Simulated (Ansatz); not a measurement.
Ca

```
Ca
1.0
     3.13654   -3.13654    0.00000
     3.13654    3.13654    0.00000
     0.00000    0.00000    4.43507
Ca
2
Direct
  0.00000 0.00000 0.00000
  0.50000 0.50000 0.50000
```

Space group Im-3m.

Level of theory: DFT PBEsol, scalar-relativistic, plane waves, PAW in Ansatz 0.2.0.

The density is the valence pseudo-density of a PAW calculation; it isn't the true density close to the nuclei.

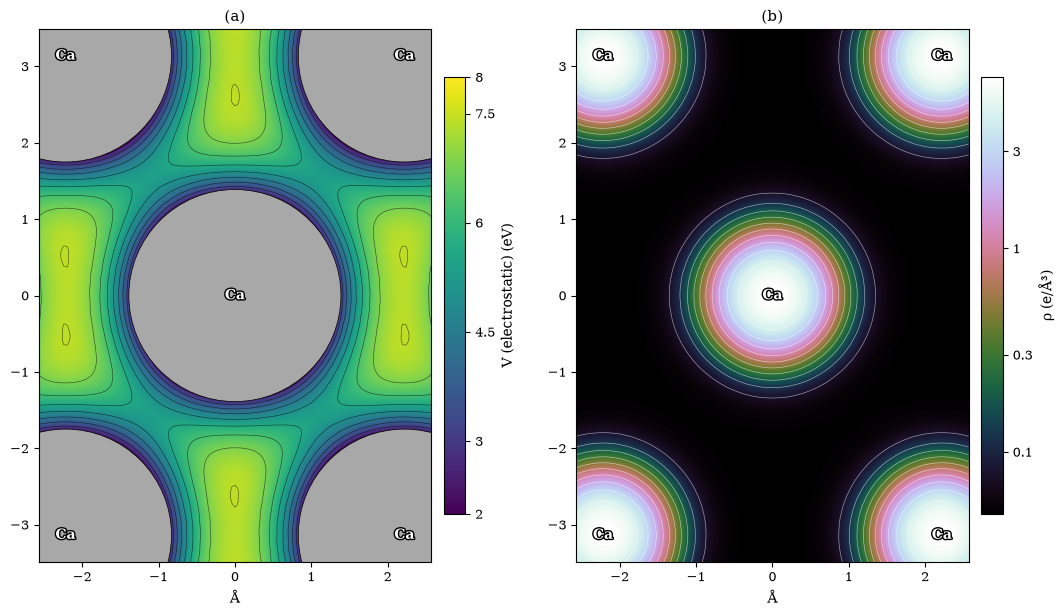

Figure 1. (a) electrostatic potential (local pseudopotential plus Hartree) felt by an electron; (b) valence charge density (pseudo) on the (101) plane of the conventional cell. Grey discs cover the atomic cores in the potential map.

Question: Describe what can be read from this map.

Answer: The section cuts through Ca sites. Ca–Ca (3.84 Å): ρ at the midpoint is about 0.05 e/Å³. Between the atoms the lowest density in this plane is 0.05 e/Å³. Outside the cores the potential energy rises away from the atoms and is highest about 2.3 Å from the nearest atoms; its zero is arbitrary.

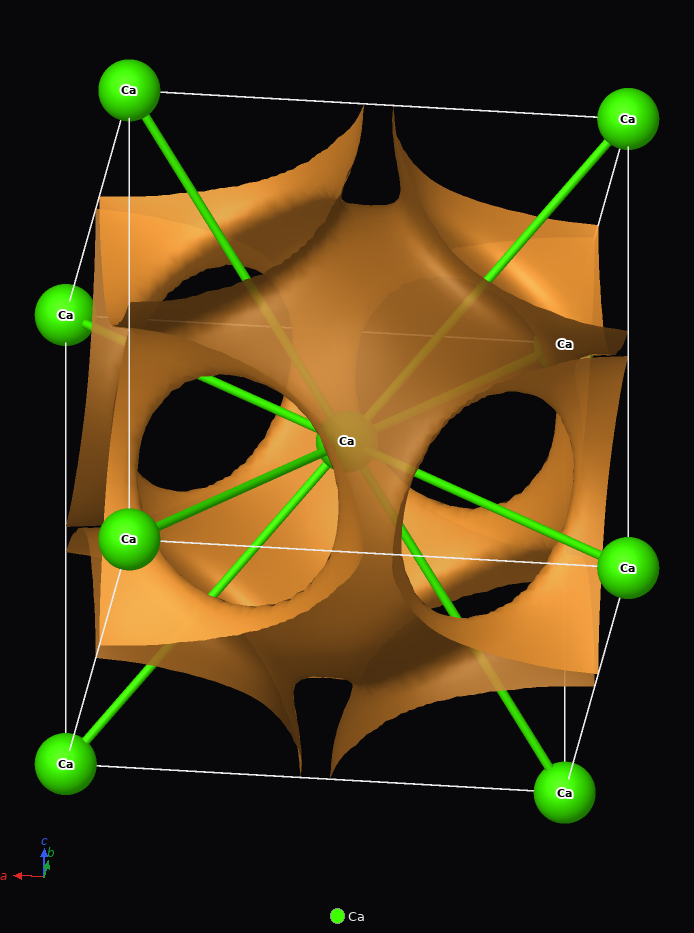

Figure 2. Isosurface of the ELF at 0.55 (orange), seen at an oblique angle. Only the valence region is drawn (cores and ρ < 0.01 e/Å³ removed). Sticks mark near contacts.

Question: Where are the electrons localised?

Answer: At this value the surface marks out one network that runs through the whole crystal, counted in one cell of 2 atoms. Regions shared between cells count once. There are no localised bonds or lone pairs at this value. Profiles from the grid: Ca–Ca (3.84 Å): the ELF is about 0.30 at the midpoint; no localised pair shows between them.

Question: Does the calculation give a band gap?

Answer: It is gapless in this calculation (a metal or semimetal).
